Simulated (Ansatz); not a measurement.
Start from this file.

```
Hf C
1.0
     3.48831    0.00000    0.00000
    -1.74416    3.02097    0.00000
     0.00000    0.00000    5.11692
Hf C
2 2
Cartesian
  1.7442 1.0070 3.8377
  0.0000 2.0140 1.2792
  0.0000 0.0000 0.0000
  0.0000 0.0000 2.5585
```

Question: Describe what this structure looks like.

Answer: Its composition is HfC. It belongs to space group P6_3/mmc (No. 194) and has a primitive hexagonal lattice. Among the common structure types it is anti-NiAs type. In the cell are 2 Hf, 2 C, which makes 2 formula units. The polyhedra are HfC6 trigonal prisms; they share corners and edges. Each Hf atom is coordinated by six C in a distorted trigonal prismatic arrangement at 2.39 Å. Each C atom is coordinated by six Hf in an octahedral arrangement at 2.39 Å. Not all metal-metal contacts are counted. The bonds build a three-dimensional framework.

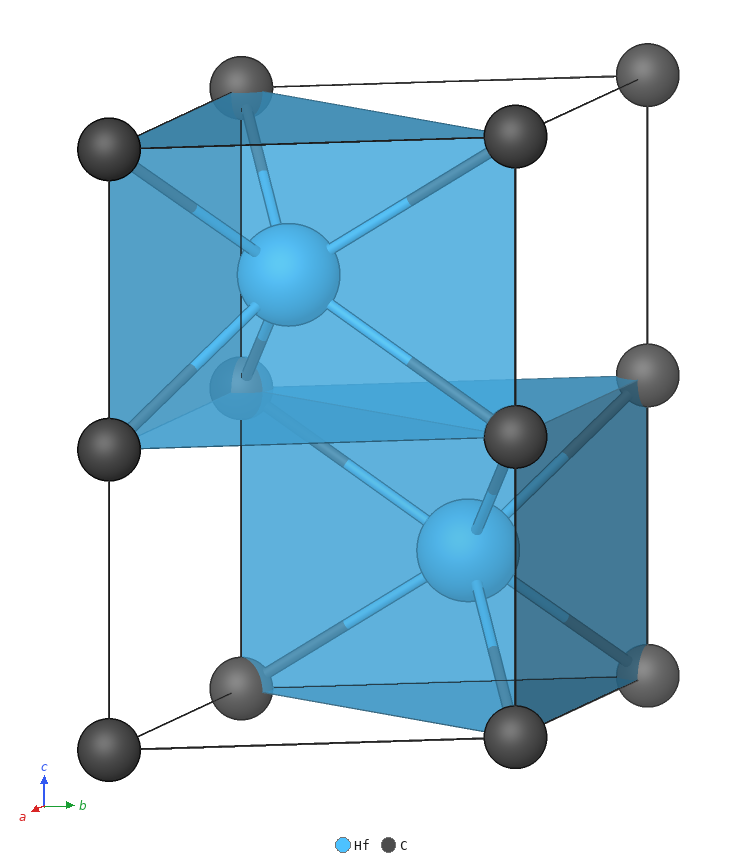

A polyhedral rendering, viewed slightly off an axis. Atoms at the boundary of the conventional unit cell (the box) are drawn once for each face, edge or corner they touch.

The cell started as a structure listed in the Materials Project. The cell was then strained or its atoms displaced on purpose. A calculation with Ansatz used it as input.

At this level of theory the cell isn't at rest (stretched, at -21 GPa), so its distances can differ from those at equilibrium, the more so the softer the solid.
